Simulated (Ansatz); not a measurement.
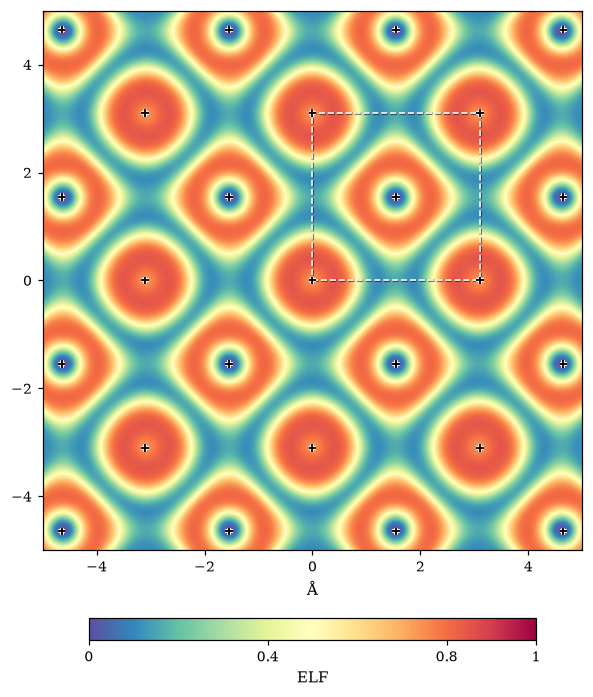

The ELF on a plane through atoms (crosses mark nuclei in the plane).

All numbers below come from DFT PBE, scalar-relativistic, plane waves, PAW (Ansatz).

Candidates:
A. SiC, a = 4.38 Å, b = 4.38 Å, c = 4.38 Å, α = 90.00°, β = 90.00°, γ = 90.00°. Space group F-43m.
B. GaN, a = 3.22 Å, b = 3.22 Å, c = 5.24 Å, α = 90.00°, β = 90.00°, γ = 120.00°. Space group P6₃mc; a structure from a database of computed crystals, not necessarily the ambient phase.
C. HfN, a = 3.10 Å, b = 3.10 Å, c = 4.45 Å, α = 90.00°, β = 90.00°, γ = 90.00°. Space group I4/mmm; changed on purpose from its base cell (strain -0.030 along x and y, -0.015 along z, atoms carried along); computed pressure about 31 GPa in this cell; computed without spin polarisation.

> Which candidate gave the map?

Candidate C: HfN on the (001) plane of the conventional cell, which holds Hf and N. Hf–N (2.19 Å): the ELF peaks at about 0.80 in the valence shell of N, 0.6 Å from its nucleus, and drops to about 0.15 between the two atoms: no localised pair shows between them. Hf–Hf (3.10 Å): the ELF is about 0.15 at the midpoint: no localised pair shows between them.
